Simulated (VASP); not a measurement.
## Geometry relaxation of GaP (part 2 of 2)

The same run, continued: GaP (F-43m, 2 atoms in the cell); Kohn-Sham DFT of a periodic cell, LDA, VASP PAW LDA potentials, recommended, no spin polarisation (VASP 6.6.1); cutoff 600 eV, 8×8×8 k-mesh, Gaussian smearing of 0.03 eV. The structure derives from an entry of the Crystallography Open Database.

Geometry of the input (Å; fractional positions):
```
0.0000  2.7252  2.7252
2.7252  0.0000  2.7252
2.7252  2.7252  0.0000
Ga 0.0000  0.0000  0.0000
P  0.2500  0.2500  0.2500
```

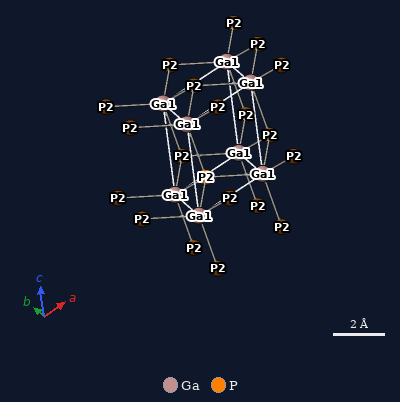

The geometry at step 1 of the log (ball-and-stick view of the cell of the calculation, seen slightly off an axis; neighbours outside the cell are drawn fainter; atoms are numbered from 1 in the order of the input).

## Parts of OUTCAR, continued
```
   AEXX    =    0.0000 exact exchange contribution
   IVDW    =     0    specifies the selected vdW correction
   LEPSILON=     F    determine dielectric tensor
   LRPA    =     F    only Hartree local field effects (RPA)
 conjugate gradient relaxation of ions
 non-spin polarized calculation
 Gauss-broadening in eV      SIGMA  =   0.03
  energy-cutoff  :      600.00
  volume of cell :       40.48
 maximum number of plane-waves:      1365
   NGX = 15   NGY = 15   NGZ = 15

--------------------------------------- Ionic step        1  -------------------------------------------

 number of electron      18.0000003 magnetization

 Free energy of the ion-electron system (eV)
  ---------------------------------------------------
  ext. energy  EPLUGINS =         0.00000000
  ---------------------------------------------------
  free energy    TOTEN  =       -10.44028115 eV

  energy without entropy =      -10.44028115  energy(sigma->0) =      -10.44028115

------------------------ aborting loop because EDIFF is reached ----------------------------------------

  FORCE on cell =-STRESS in cart. coord.  units (eV):
  Direction    XX          YY          ZZ          XY          YZ          ZX
  --------------------------------------------------------------------------------------
  -------------------------------------------------------------------------------------
  Total       -0.6781887     -0.6781887     -0.6781887     -0.0000000     -0.0000000      0.0000000
  in kB      -26.8418270    -26.8418270    -26.8418270     -0.0000000     -0.0000000      0.0000000
  external PRESSURE =     -26.8418270 kB  Pullay stress =       0.0000000 kB

 VOLUME and BASIS-vectors are now :
 -----------------------------------------------------------------------------
  energy-cutoff  :      600.00
  volume of cell :       40.48
      direct lattice vectors                 reciprocal lattice vectors
     0.000000000  2.725250000  2.725250000    -0.183469406  0.183469406  0.183469406
     2.725250000  0.000000000  2.725250000     0.183469406 -0.183469406  0.183469406
     2.725250000  2.725250000  0.000000000     0.183469406  0.183469406 -0.183469406

 POSITION                                       TOTAL-FORCE (eV/Angst)
 -----------------------------------------------------------------------------------
      0.00000      0.00000      0.00000         0.000000      0.000000      0.000000
      1.36262      1.36262      1.36262        -0.000000     -0.000000      0.000000
 -----------------------------------------------------------------------------------
    total drift:                                0.000001      0.000001      0.000001

  FREE ENERGIE OF THE ION-ELECTRON SYSTEM (eV)
  ---------------------------------------------------
  free  energy   TOTEN  =       -10.4402811535 eV

  energy  without entropy=      -10.4402811535  energy(sigma->0) =      -10.44028115

--------------------------------------- Ionic step        2  -------------------------------------------

 number of electron      18.0000003 magnetization

------------------------ aborting loop because EDIFF is reached ----------------------------------------

  FORCE on cell =-STRESS in cart. coord.  units (eV):
  Direction    XX          YY          ZZ          XY          YZ          ZX
  --------------------------------------------------------------------------------------
  -------------------------------------------------------------------------------------
  Total        0.4046561      0.4046561      0.4046561      0.0000000      0.0000000     -0.0000000
  in kB       16.8281930     16.8281930     16.8281930      0.0000000      0.0000000     -0.0000000
  external PRESSURE =      16.8281930 kB  Pullay stress =       0.0000000 kB

 VOLUME and BASIS-vectors are now :
 -----------------------------------------------------------------------------
  energy-cutoff  :      600.00
  volume of cell :       38.53
      direct lattice vectors                 reciprocal lattice vectors
    -0.000000000  2.680668151  2.680668151    -0.186520663  0.186520663  0.186520663
     2.680668151  0.000000000  2.680668151     0.186520663 -0.186520663  0.186520663
     2.680668151  2.680668151  0.000000000     0.186520663  0.186520663 -0.186520663

 POSITION                                       TOTAL-FORCE (eV/Angst)
 -----------------------------------------------------------------------------------
     -0.00000      2.68067      2.68067         0.000000      0.000000      0.000000
      1.34033      1.34033      1.34033        -0.000000     -0.000000     -0.000000
 -----------------------------------------------------------------------------------
    total drift:                                0.000000      0.000000      0.000000

  FREE ENERGIE OF THE ION-ELECTRON SYSTEM (eV)
  ---------------------------------------------------
  free  energy   TOTEN  =       -10.4475477785 eV

  energy  without entropy=      -10.4475477785  energy(sigma->0) =      -10.44754778

--------------------------------------- Ionic step        3  -------------------------------------------

 number of electron      18.0000007 magnetization

 Free energy of the ion-electron system (eV)
  ---------------------------------------------------
  ext. energy  EPLUGINS =         0.00000000
  ---------------------------------------------------
  free energy    TOTEN  =       -10.45108724 eV

  energy without entropy =      -10.45108724  energy(sigma->0) =      -10.45108724

 E-fermi :   5.0023     XC(G=0): -10.3056     alpha+bet :-11.2056

 val. band max:        4.8363504738   @ k =   0.0000   0.0000   0.0000
 cond. band min:       6.2681961770   @ k =   0.5000   0.5000   0.0000
 fundamental gap:      1.4318457032
 Fermi energy:         5.0022883803

 k-point     1 :       0.0000    0.0000    0.0000
  band No.  band energies     occupation
      1      -9.9280      2.00000
      2      -9.9280      2.00000
      3      -9.9280      2.00000
      4      -9.8201      2.00000
      5      -9.8201      2.00000
      6      -7.9151      2.00000
      7       4.8364      2.00000
      8       4.8364      2.00000
      9       4.8364      2.00000
     10       6.7363      0.00000
     11       8.6199      0.00000
     12       8.6199      0.00000
     13       8.6199      0.00000

 k-point     2 :       0.1250    0.0000    0.0000
  band No.  band energies     occupation
      1      -9.9425      2.00000
      2      -9.9229      2.00000
      3      -9.9229      2.00000
      4      -9.8201      2.00000
      5      -9.8201      2.00000
      6      -7.7043      2.00000
      7       3.1602      2.00000
      8       4.5904      2.00000
      9       4.5904      2.00000
     10       7.3064      0.00000
     11       8.9877      0.00000
     12       8.9877      0.00000
     13       9.2587      0.00000

 k-point     3 :       0.2500    0.0000    0.0000
  band No.  band energies     occupation
      1      -9.9742      2.00000
      2      -9.9120      2.00000
      3      -9.9120      2.00000
      4      -9.8188      2.00000
      5      -9.8188      2.00000
      6      -7.1049      2.00000
      7       0.8355      2.00000
      8       4.1341      2.00000
      9       4.1341      2.00000
     10       6.9498      0.00000
     11       9.5076      0.00000
     12       9.5076      0.00000
     13      11.1904      0.00000

 k-point     4 :       0.3750    0.0000    0.0000
  band No.  band energies     occupation
      1     -10.0027      2.00000
      2      -9.9037      2.00000
      3      -9.9037      2.00000
      4      -9.8146      2.00000
      5      -9.8146      2.00000
      6      -6.2582      2.00000
      7      -1.1372      2.00000
      8       3.7850      2.00000
      9       3.7850      2.00000
     10       6.5809      0.00000
     11       9.5392      0.00000
     12       9.5392      0.00000
     13      12.7669      0.00000

 k-point     5 :       0.5000    0.0000    0.0000
  band No.  band energies     occupation
      1     -10.0138      2.00000
      2      -9.9012      2.00000
      3      -9.9012      2.00000
      4      -9.8120      2.00000
      5      -9.8120      2.00000
      6      -5.7256      2.00000
      7      -2.0559      2.00000
      8       3.6600      2.00000
      9       3.6600      2.00000
     10       6.4495      0.00000
     11       9.4599      0.00000
     12       9.4599      0.00000
     13      12.9424      0.00000

 [... the levels of 18 k-points are left out ...]

 k-point    24 :      -0.3750    0.2500    0.1250
  band No.  band energies     occupation
      1     -10.0197      2.00000
      2      -9.8949      2.00000
      3      -9.8812      2.00000
      4      -9.8261      2.00000
      5      -9.8121      2.00000
      6      -5.2953      2.00000
      7      -1.8127      2.00000
      8       1.4770      2.00000
      9       2.7890      2.00000
     10       8.2706      0.00000
     11       8.9883      0.00000
     12      11.2969      0.00000
     13      12.7350      0.00000

 [... further k-points ...]

------------------------ aborting loop because EDIFF is reached ----------------------------------------

  FORCE on cell =-STRESS in cart. coord.  units (eV):
  Direction    XX          YY          ZZ          XY          YZ          ZX
  --------------------------------------------------------------------------------------
  -------------------------------------------------------------------------------------
  Total       -0.0180888     -0.0180888     -0.0180888     -0.0000000      0.0000000     -0.0000000
  in kB       -0.7389244     -0.7389244     -0.7389244     -0.0000000      0.0000000     -0.0000000
  external PRESSURE =      -0.7389244 kB  Pullay stress =       0.0000000 kB

 VOLUME and BASIS-vectors are now :
 -----------------------------------------------------------------------------
  energy-cutoff  :      600.00
  volume of cell :       39.22
      direct lattice vectors                 reciprocal lattice vectors
    -0.000000000  2.696685620  2.696685620    -0.185412788  0.185412788  0.185412788
     2.696685620  0.000000000  2.696685620     0.185412788 -0.185412788  0.185412788
     2.696685620  2.696685620  0.000000000     0.185412788  0.185412788 -0.185412788

 POSITION                                       TOTAL-FORCE (eV/Angst)
 -----------------------------------------------------------------------------------
      0.00000      0.00000      0.00000         0.000000      0.000000      0.000000
      1.34834      1.34834      1.34834        -0.000000     -0.000000     -0.000000
 -----------------------------------------------------------------------------------
    total drift:                                0.000000      0.000000      0.000000

  FREE ENERGIE OF THE ION-ELECTRON SYSTEM (eV)
  ---------------------------------------------------
  free  energy   TOTEN  =       -10.4510872423 eV

  energy  without entropy=      -10.4510872423  energy(sigma->0) =      -10.45108724

 reached required accuracy - stopping structural energy minimisation
```

## CONTCAR
```
GaP
   1.00000000000000
    -0.0000000000000000    2.6966856200051676    2.6966856200051676
     2.6966856200051676    0.0000000000000000    2.6966856200051676
     2.6966856200051676    2.6966856200051676    0.0000000000000000
  Ga              P
     1     1
Direct
     0.0000000000000000    0.0000000000000000    0.0000000000000000
     0.2500000000000000    0.2500000000000000    0.2500000000000000

  0.00000000E+00  0.00000000E+00  0.00000000E+00
  0.00000000E+00  0.00000000E+00  0.00000000E+00
```

## Trajectory as extended XYZ (Å, eV, eV/Å), 3 frames, from step=0 to step=2
```
2
Lattice="0.0000 2.7252 2.7252 2.7252 0.0000 2.7252 2.7252 2.7252 0.0000" Properties=species:S:1:pos:R:3:forces:R:3 step=0 energy=-10.44028
Ga    0.0000    0.0000    0.0000    0.0000   0.0000   0.0000
P     1.3626    1.3626    1.3626    0.0000   0.0000   0.0000
2
Lattice="-0.0000 2.6807 2.6807 2.6807 0.0000 2.6807 2.6807 2.6807 0.0000" Properties=species:S:1:pos:R:3:forces:R:3 step=1 energy=-10.44755
Ga    0.0000    2.6807    2.6807    0.0000   0.0000   0.0000
P     1.3403    1.3403    1.3403    0.0000   0.0000   0.0000
2
Lattice="-0.0000 2.6967 2.6967 2.6967 0.0000 2.6967 2.6967 2.6967 0.0000" Properties=species:S:1:pos:R:3:forces:R:3 step=2 energy=-10.45109
Ga    0.0000    0.0000    0.0000    0.0000   0.0000   0.0000
P     1.3483    1.3483    1.3483    0.0000   0.0000   0.0000
```

## Key numbers

| quantity | value |
| --- | --- |
| outcome | converged |
| space group (tolerance 0.01 Å) | F-43m (216) |
| electrons treated | 18 |
| free energy | −10.4511 eV |
| Fermi energy | 5.002 eV |
| gap on the k-point mesh | 1.43 eV |
| pressure | −0.07 GPa |
| final volume | 39.22 Å³ |
| largest force (length of the vector) at the end | under 0.001 eV/Å |
| final cell | a = 3.814 Å, b = 3.814 Å, c = 3.814 Å, α = 60.00°, β = 60.00°, γ = 60.00° |
| hardware | 1 thread of Intel Xeon (Granite Rapids), 64 GiB of memory available, shared host |
| wall time | 12 s |
| peak memory | 0.17 GiB |
